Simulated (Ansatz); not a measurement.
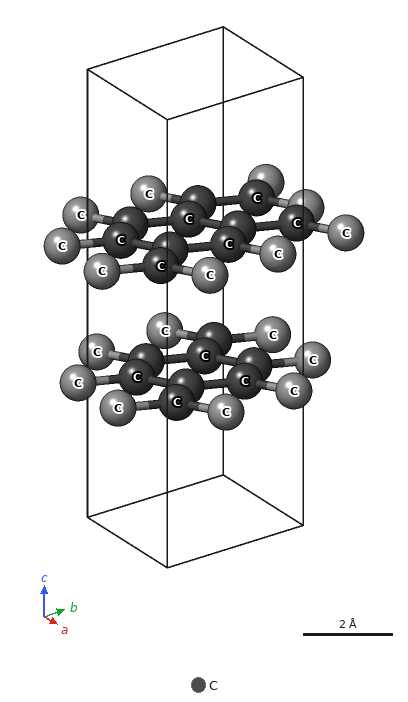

**Figure 1.** The input geometry (ball-and-stick view of the 2 × 2 repeat of the cell, with the vacuum cut short, seen slightly off an axis; neighbours outside the cell are drawn fainter). An atom can appear more than once, as a periodic image.

# Run report: C, geometry relaxation (part 1 of 2)

The run: geometry relaxation of C (slab, 4 atoms in the cell). Method and program: DFT PBE+D3(BJ), scalar-relativistic, plane waves, PAW, PAW set soft_1, no spin polarisation (Ansatz 0.2.0).

The structure derives from an entry of the Crystallography Open Database. The input holds or restrains some coordinates. Forces given for the steps count only the free coordinates.

**Output**
```
Engine: ansatz 0.2.0, aarch64-unknown-linux-gnu
Pseudopotentials: kind: paw
Pseudopotential: C, paw, valence charge 4, recommended cutoff 420 eV (normal), [file]
Functional definition: PBE
  parameter kappa = 0.804
  parameter beta = 0.06672455060314922
  exchange = pbe_x(kappa = kappa, mu = beta*pi^2/3)
  correlation = pbe_c(beta = beta)
Crystal: 4 atoms, lattice volume = 92.137 Å³
Basis set: ecut = 420 eV, 1745 PW (Γ), exchange–correlation on 36×36×240 points (8 copies of the dense FFT grid, shifted against one another)
Bands: 12, of which v1, the nominal top of the filled ones, is band 8 counted from 1 (7 counted from 0)
Symmetry: 1 space group operations
k-points: 113 of 225 (time reversal used)
Non-local potential: C, projectors of the file, l = 0: 2, l = 1: 2, l = 2: 1
PAW form: soft (Blöchl's): semilocal exchange-correlation on the pseudo side does not see the compensation charge
PAW one-centre angular grid: C, 110 points (default); XC on 64 Gauss nodes
Initial density: superposition of atomic densities (neutral atoms: chi_scale 0, normalization atom)
Initial wavefunctions: pseudopotential atomic-orbital guess
Functional: x = pbe(κ = 0.804, μ = 0.2195149727645171), c = pbe(β = 0.06672455060314922)
SCF iter   1: F=—  HF=-1006.458819 eV  |F-HF|=—  |Δ(HF+E_count)|=         —  Δρ=7.90e-2  dr2=5.16e0  ethr=3.10e-3  p=-0.000 e·Å  D=-1.81e-7 V/Å  ΔV_dip=0.00 eV  dr2_dipole=2.45e-9  V_vac-E_F(+/−)=8.27/8.27 eV  ⟨swp⟩=6.4  Hψ=9383  notcnv=0
efield: sawtooth ramp at fractional position 0.8359 (placed from the atoms, in the widest stretch of the axis that holds none; the zero of the levels goes with the place), width 0.0400; the density the first Hamiltonian is built on has a dipole p = -0.000 e·Å; the dipole correction subtracts the counter field D = -1.81e-7 V/Å, which shifts the + side's vacuum level by +0.00 eV against the − side's; the planar-averaged density in the ramp window peaks in size at 2.0e-7 e/Å³
preconditioner: auto → LDOS  [insulator: Δε(μ)=0.141 eV  Ē_g=16.293 eV  σ=0.100 eV  W_gap=0.68  n_scr=10 (ndim 8)  ℏωp=15.5 eV  f_vac=0.570  D(μ)=0.12/eV (n_scr^D=2)  ε∞_Penn≈1.9  β→1.0]
SCF iter   2: F=—  HF=-1004.648427 eV  |F-HF|=—  |Δ(HF+E_count)|=    1.81e0  Δρ=2.97e-2  dr2=9.41e-1  ethr=3.10e-3  p=-0.001 e·Å  D=-2.42e-3 V/Å  ΔV_dip=0.04 eV  dr2_dipole=5.15e-5  V_vac-E_F(+/−)=2.49/2.45 eV  ⟨swp⟩=4.1  Hψ=4858  notcnv=0
SCF iter   3: F=—  HF=-1004.226562 eV  |F-HF|=—  |Δ(HF+E_count)|=   4.22e-1  Δρ=3.51e-3  dr2=2.40e-2  ethr=3.10e-3  p=0.001 e·Å  D=2.56e-3 V/Å  ΔV_dip=-0.04 eV  dr2_dipole=6.45e-5  V_vac-E_F(+/−)=4.55/4.59 eV  ⟨swp⟩=3.2  Hψ=3799  notcnv=0
SCF iter   4: F=—  HF=-1004.222448 eV  |F-HF|=—  |Δ(HF+E_count)|=   4.11e-3  Δρ=2.31e-3  dr2=1.23e-2  ethr=1.50e-4  p=-0.001 e·Å  D=-1.84e-3 V/Å  ΔV_dip=0.03 eV  dr2_dipole=3.63e-5  V_vac-E_F(+/−)=4.20/4.17 eV  ⟨swp⟩=3.2  Hψ=3322  notcnv=0
SCF iter   5: F=—  HF=-1004.219390 eV  |F-HF|=—  |Δ(HF+E_count)|=   3.06e-3  Δρ=9.62e-4  dr2=1.72e-3  ethr=7.71e-5  p=-0.000 e·Å  D=-6.88e-4 V/Å  ΔV_dip=0.01 eV  dr2_dipole=4.94e-6  V_vac-E_F(+/−)=4.24/4.23 eV  ⟨swp⟩=2.0  Hψ=1839  notcnv=0
SCF iter   6: F=—  HF=-1004.218980 eV  |F-HF|=—  |Δ(HF+E_count)|=   4.10e-4  Δρ=1.12e-4  dr2=5.12e-5  ethr=1.08e-5  p=-0.000 e·Å  D=-1.21e-4 V/Å  ΔV_dip=0.00 eV  dr2_dipole=1.58e-7  V_vac-E_F(+/−)=4.26/4.26 eV  ⟨swp⟩=2.3  Hψ=2030  notcnv=0
SCF iter   7: F=—  HF=-1004.218967 eV  |F-HF|=—  |Δ(HF+E_count)|=   1.30e-5  Δρ=2.60e-5  dr2=4.23e-7  ethr=3.20e-7  p=-0.000 e·Å  D=-3.24e-6 V/Å  ΔV_dip=0.00 eV  dr2_dipole=4.35e-11  V_vac-E_F(+/−)=4.27/4.27 eV  ⟨swp⟩=2.2  Hψ=2088  notcnv=0
iter 8 did not close the SCF: its close was put off until two iterations running show no level that it waits for move by more than its bar (scf_convergence_deferred on its scf_iter line)
SCF iter   8: F=-1004.218967 eV  HF=-1004.218967 eV  |F-HF|=2.27e-8  |Δ(HF+E_count)|=   1.85e-7  Δρ=5.77e-6  dr2=5.83e-8  ethr=1.41e-9  p=-0.000 e·Å  D=-8.49e-6 V/Å  ΔV_dip=0.00 eV  dr2_dipole=5.26e-10  V_vac-E_F(+/−)=4.27/4.27 eV  ⟨swp⟩=14.7  Hψ=13460  notcnv=0
iter 9 did not close the SCF: its close was put off until two iterations running show no level that it waits for move by more than its bar (scf_convergence_deferred on its scf_iter line)
SCF iter   9: F=-1004.218967 eV  HF=-1004.218967 eV  |F-HF|=4.97e-9  |Δ(HF+E_count)|=   9.97e-9  Δρ=2.26e-6  dr2=5.73e-9  ethr=3.64e-10  p=0.000 e·Å  D=9.67e-6 V/Å  ΔV_dip=-0.00 eV  dr2_dipole=6.63e-10  V_vac-E_F(+/−)=4.27/4.27 eV  ⟨swp⟩=8.0  Hψ=9986  notcnv=0
SCF iter  10: F=-1004.218967 eV  HF=-1004.218967 eV  |F-HF|=1.07e-10  |Δ(HF+E_count)|=   1.60e-9  Δρ=5.27e-7  dr2=2.46e-10  ethr=3.58e-11  p=-0.000 e·Å  D=-1.18e-6 V/Å  ΔV_dip=0.00 eV  dr2_dipole=2.06e-11  V_vac-E_F(+/−)=4.27/4.27 eV  ⟨swp⟩=6.2  Hψ=8311  notcnv=0
SCF 1 converged in 10 iterations: F = -1004.218967 eV  dr2 = 2.46e-10
  greatest PAW one-centre occupation: 0.673 electrons in one spin orbital (limit 2), on the C atom at site 3 (counted from 0), in its partial waves of l = 0
relax step   1: F+E_penalty+E_count = -1004.21896721 eV  Δ(F+E_penalty+E_count) = +0.000e0 eV  max|allowed force component| = 1.059e-2 eV/Å  Δτ_max = 0.0000 Å  (10 SCF iters, dr2 threshold 2.25e-7 eV, accepted)
Initial density: handed on by an earlier stage of this run
Initial wavefunctions: those handed on with the density
iter 1 solved again at ethr=3.94e-4 eV; its pass at ethr=3.10e-3 eV (dr2=6.30e-2 eV) is discarded
SCF iter   1: F=—  HF=-1004.238421 eV  |F-HF|=—  |Δ(HF+E_count)|=         —  Δρ=8.73e-3  dr2=6.31e-2  ethr=3.94e-4  p=-0.000 e·Å  D=-9.57e-7 V/Å  ΔV_dip=0.00 eV  dr2_dipole=1.81e-3  V_vac-E_F(+/−)=4.28/4.28 eV  ⟨swp⟩=1.2  Hψ=7667  notcnv=0
efield: sawtooth ramp at fractional position 0.8359 (handed on by an earlier solve), width 0.0400; the density the first Hamiltonian is built on has a dipole p = -0.000 e·Å; the dipole correction subtracts the counter field D = -9.57e-7 V/Å, which shifts the + side's vacuum level by +0.00 eV against the − side's; the planar-averaged density in the ramp window peaks in size at 3.8e-7 e/Å³
preconditioner: auto → LDOS  [insulator: Δε(μ)=0.208 eV  Ē_g=14.965 eV  σ=0.100 eV  W_gap=0.86  n_scr=10 (ndim 8)  ℏωp=15.5 eV  f_vac=0.600  D(μ)=0.07/eV (n_scr^D=2)  ε∞_Penn≈2.1  β→1.0]
SCF iter   2: F=—  HF=-1004.259666 eV  |F-HF|=—  |Δ(HF+E_count)|=   2.12e-2  Δρ=6.06e-3  dr2=1.34e-1  ethr=3.94e-4  p=0.023 e·Å  D=4.58e-2 V/Å  ΔV_dip=-0.80 eV  dr2_dipole=1.73e-2  V_vac-E_F(+/−)=3.53/4.33 eV  ⟨swp⟩=3.2  Hψ=4117  notcnv=0  recentre
preconditioner: auto → none  [insulator: Δε(μ)=0.311 eV  Ē_g=14.789 eV  σ=0.100 eV  W_gap=0.97  n_scr=10 (ndim 8)  ℏωp=15.5 eV  f_vac=0.597  D(μ)=0.02/eV (n_scr^D=0)  ε∞_Penn≈2.1  β→0.5]
SCF iter   3: F=—  HF=-1004.220868 eV  |F-HF|=—  |Δ(HF+E_count)|=   3.88e-2  Δρ=2.40e-3  dr2=8.28e-3  ethr=3.94e-4  p=-0.005 e·Å  D=-9.24e-3 V/Å  ΔV_dip=0.16 eV  dr2_dipole=2.09e-3  V_vac-E_F(+/−)=4.35/4.18 eV  ⟨swp⟩=3.0  Hψ=3225  notcnv=0  defer=1
SCF iter   4: F=—  HF=-1004.219745 eV  |F-HF|=—  |Δ(HF+E_count)|=   1.12e-3  Δρ=1.09e-3  dr2=3.29e-3  ethr=5.18e-5  p=0.006 e·Å  D=1.20e-2 V/Å  ΔV_dip=-0.21 eV  dr2_dipole=1.31e-3  V_vac-E_F(+/−)=4.17/4.38 eV  ⟨swp⟩=2.2  Hψ=2552  notcnv=0
SCF iter   5: F=—  HF=-1004.219139 eV  |F-HF|=—  |Δ(HF+E_count)|=   6.05e-4  Δρ=4.49e-4  dr2=1.55e-4  ethr=2.06e-5  p=0.001 e·Å  D=2.07e-3 V/Å  ΔV_dip=-0.04 eV  dr2_dipole=4.40e-5  V_vac-E_F(+/−)=4.26/4.29 eV  ⟨swp⟩=1.3  Hψ=1482  notcnv=0
SCF iter   6: F=—  HF=-1004.219138 eV  |F-HF|=—  |Δ(HF+E_count)|=   1.13e-6  Δρ=1.36e-4  dr2=6.56e-6  ethr=9.70e-7  p=0.000 e·Å  D=1.21e-4 V/Å  ΔV_dip=-0.00 eV  dr2_dipole=5.45e-7  V_vac-E_F(+/−)=4.28/4.28 eV  ⟨swp⟩=2.1  Hψ=2076  notcnv=0
SCF iter   7: F=—  HF=-1004.219177 eV  |F-HF|=—  |Δ(HF+E_count)|=   3.91e-5  Δρ=2.70e-5  dr2=5.79e-7  ethr=4.10e-8  p=0.000 e·Å  D=2.99e-5 V/Å  ΔV_dip=-0.00 eV  dr2_dipole=5.62e-8  V_vac-E_F(+/−)=4.28/4.28 eV  ⟨swp⟩=2.4  Hψ=2283  notcnv=0
SCF iter   8: F=—  HF=-1004.219177 eV  |F-HF|=—  |Δ(HF+E_count)|=   9.01e-8  Δρ=8.48e-6  dr2=5.51e-8  ethr=3.62e-9  p=-0.000 e·Å  D=-5.23e-6 V/Å  ΔV_dip=0.00 eV  dr2_dipole=1.73e-9  V_vac-E_F(+/−)=4.28/4.28 eV  ⟨swp⟩=2.4  Hψ=2140  notcnv=0
iter 9 did not close the SCF: its close was put off until two iterations running show no level that it waits for move by more than its bar (scf_convergence_deferred on its scf_iter line)
SCF iter   9: F=-1004.219177 eV  HF=-1004.219177 eV  |F-HF|=2.31e-10  |Δ(HF+E_count)|=   5.95e-9  Δρ=1.53e-6  dr2=1.40e-9  ethr=5.62e-11  p=-0.000 e·Å  D=-4.28e-6 V/Å  ΔV_dip=0.00 eV  dr2_dipole=5.86e-11  V_vac-E_F(+/−)=4.28/4.28 eV  ⟨swp⟩=12.1  Hψ=10392  notcnv=0
iter 10 did not close the SCF: its close was put off until two iterations running show no level that it waits for move by more than its bar (scf_convergence_deferred on its scf_iter line)
SCF iter  10: F=-1004.219177 eV  HF=-1004.219177 eV  |F-HF|=3.73e-10  |Δ(HF+E_count)|=  6.32e-10  Δρ=5.34e-7  dr2=5.48e-10  ethr=8.74e-12  p=0.000 e·Å  D=4.74e-7 V/Å  ΔV_dip=-0.00 eV  dr2_dipole=2.66e-13  V_vac-E_F(+/−)=4.28/4.28 eV  ⟨swp⟩=5.9  Hψ=7747  notcnv=0
SCF iter  11: F=-1004.219177 eV  HF=-1004.219177 eV  |F-HF|=1.84e-11  |Δ(HF+E_count)|=  6.76e-11  Δρ=1.13e-7  dr2=2.08e-11  ethr=3.42e-12  p=0.000 e·Å  D=2.02e-6 V/Å  ΔV_dip=-0.00 eV  dr2_dipole=3.93e-12  V_vac-E_F(+/−)=4.28/4.28 eV  ⟨swp⟩=5.1  Hψ=7254  notcnv=0
SCF 2 converged in 11 iterations: F = -1004.219177 eV  dr2 = 2.08e-11
  greatest PAW one-centre occupation: 0.673 electrons in one spin orbital (limit 2), on the C atom at site 0 (counted from 0), in its partial waves of l = 0
relax step   2: F+E_penalty+E_count = -1004.21917743 eV  Δ(F+E_penalty+E_count) = -2.102e-4 eV  max|allowed force component| = 1.086e-2 eV/Å  Δτ_max = 0.0585 Å  (11 SCF iters, accepted)
SCF iter   1: F=—  HF=-1004.221005 eV  |F-HF|=—  |Δ(HF+E_count)|=         —  Δρ=2.65e-3  dr2=5.89e-3  ethr=3.62e-4  p=0.000 e·Å  D=2.08e-6 V/Å  ΔV_dip=-0.00 eV  dr2_dipole=1.78e-4  V_vac-E_F(+/−)=4.27/4.27 eV  ⟨swp⟩=2.3  Hψ=4486  notcnv=0
efield: sawtooth ramp at fractional position 0.8359 (handed on by an earlier solve), width 0.0400; the density the first Hamiltonian is built on has a dipole p = 0.000 e·Å; the dipole correction subtracts the counter field D = 2.08e-6 V/Å, which shifts the + side's vacuum level by -0.00 eV against the − side's; the planar-averaged density in the ramp window peaks in size at 1.6e-7 e/Å³
preconditioner: auto → LDOS  [insulator: Δε(μ)=0.200 eV  Ē_g=14.937 eV  σ=0.100 eV  W_gap=0.84  n_scr=10 (ndim 8)  ℏωp=15.5 eV  f_vac=0.594  D(μ)=0.07/eV (n_scr^D=2)  ε∞_Penn≈2.1  β→1.0]
SCF iter   2: F=—  HF=-1004.223033 eV  |F-HF|=—  |Δ(HF+E_count)|=   2.03e-3  Δρ=1.89e-3  dr2=1.34e-2  ethr=3.68e-5  p=-0.007 e·Å  D=-1.40e-2 V/Å  ΔV_dip=0.24 eV  dr2_dipole=1.87e-3  V_vac-E_F(+/−)=4.50/4.26 eV  ⟨swp⟩=2.2  Hψ=3500  notcnv=0  recentre
preconditioner: auto → none  [insulator: Δε(μ)=0.217 eV  Ē_g=14.967 eV  σ=0.100 eV  W_gap=0.87  n_scr=10 (ndim 8)  ℏωp=15.5 eV  f_vac=0.595  D(μ)=0.06/eV (n_scr^D=0)  ε∞_Penn≈2.1  β→0.5]
SCF iter   3: F=—  HF=-1004.219422 eV  |F-HF|=—  |Δ(HF+E_count)|=   3.61e-3  Δρ=7.73e-4  dr2=1.13e-3  ethr=3.68e-5  p=0.002 e·Å  D=3.46e-3 V/Å  ΔV_dip=-0.06 eV  dr2_dipole=3.19e-4  V_vac-E_F(+/−)=4.25/4.31 eV  ⟨swp⟩=2.3  Hψ=2412  notcnv=0
SCF iter   4: F=—  HF=-1004.219249 eV  |F-HF|=—  |Δ(HF+E_count)|=   1.73e-4  Δρ=3.82e-4  dr2=2.85e-4  ethr=7.08e-6  p=-0.002 e·Å  D=-3.61e-3 V/Å  ΔV_dip=0.06 eV  dr2_dipole=1.13e-4  V_vac-E_F(+/−)=4.31/4.25 eV  ⟨swp⟩=2.2  Hψ=1837  notcnv=0
SCF iter   5: F=—  HF=-1004.219202 eV  |F-HF|=—  |Δ(HF+E_count)|=   4.74e-5  Δρ=1.47e-4  dr2=1.35e-5  ethr=1.78e-6  p=-0.000 e·Å  D=-6.31e-4 V/Å  ΔV_dip=0.01 eV  dr2_dipole=3.49e-6  V_vac-E_F(+/−)=4.28/4.27 eV  ⟨swp⟩=1.2  Hψ=1430  notcnv=0
SCF iter   6: F=—  HF=-1004.219221 eV  |F-HF|=—  |Δ(HF+E_count)|=   1.91e-5  Δρ=4.43e-5  dr2=8.17e-7  ethr=8.42e-8  p=-0.000 e·Å  D=-3.65e-5 V/Å  ΔV_dip=0.00 eV  dr2_dipole=7.93e-8  V_vac-E_F(+/−)=4.27/4.27 eV  ⟨swp⟩=2.2  Hψ=1827  notcnv=0
SCF iter   7: F=—  HF=-1004.219221 eV  |F-HF|=—  |Δ(HF+E_count)|=   2.29e-7  Δρ=1.31e-5  dr2=1.25e-7  ethr=5.11e-9  p=0.000 e·Å  D=9.68e-6 V/Å  ΔV_dip=-0.00 eV  dr2_dipole=7.11e-11  V_vac-E_F(+/−)=4.27/4.27 eV  ⟨swp⟩=2.4  Hψ=2229  notcnv=0
iter 8 did not close the SCF: its close was put off until two iterations running show no level that it waits for move by more than its bar (scf_convergence_deferred on its scf_iter line)
SCF iter   8: F=-1004.219221 eV  HF=-1004.219221 eV  |F-HF|=6.36e-10  |Δ(HF+E_count)|=   3.06e-9  Δρ=2.71e-6  dr2=5.85e-9  ethr=5.62e-11  p=0.000 e·Å  D=9.71e-6 V/Å  ΔV_dip=-0.00 eV  dr2_dipole=6.90e-10  V_vac-E_F(+/−)=4.27/4.27 eV  ⟨swp⟩=9.5  Hψ=11497  notcnv=0
iter 9 did not close the SCF: its close was put off until two iterations running show no level that it waits for move by more than its bar (scf_convergence_deferred on its scf_iter line)
SCF iter   9: F=-1004.219221 eV  HF=-1004.219221 eV  |F-HF|=2.67e-10  |Δ(HF+E_count)|=   2.35e-9  Δρ=7.01e-7  dr2=4.62e-10  ethr=3.66e-11  p=-0.000 e·Å  D=-2.41e-6 V/Å  ΔV_dip=0.00 eV  dr2_dipole=5.81e-11  V_vac-E_F(+/−)=4.27/4.27 eV  ⟨swp⟩=6.4  Hψ=8455  notcnv=0
SCF iter  10: F=-1004.219221 eV  HF=-1004.219221 eV  |F-HF|=1.14e-12  |Δ(HF+E_count)|=  2.54e-11  Δρ=1.04e-7  dr2=1.01e-11  ethr=2.88e-12  p=-0.000 e·Å  D=-8.89e-8 V/Å  ΔV_dip=0.00 eV  dr2_dipole=2.73e-13  V_vac-E_F(+/−)=4.27/4.27 eV  ⟨swp⟩=5.2  Hψ=7471  notcnv=0
SCF 3 converged in 10 iterations: F = -1004.219221 eV  dr2 = 1.01e-11
relax step   3: F+E_penalty+E_count = -1004.21922120 eV  Δ(F+E_penalty+E_count) = -4.377e-5 eV  max|allowed force component| = 1.339e-3 eV/Å  Δτ_max = 0.0177 Å  (10 SCF iters, accepted)
```
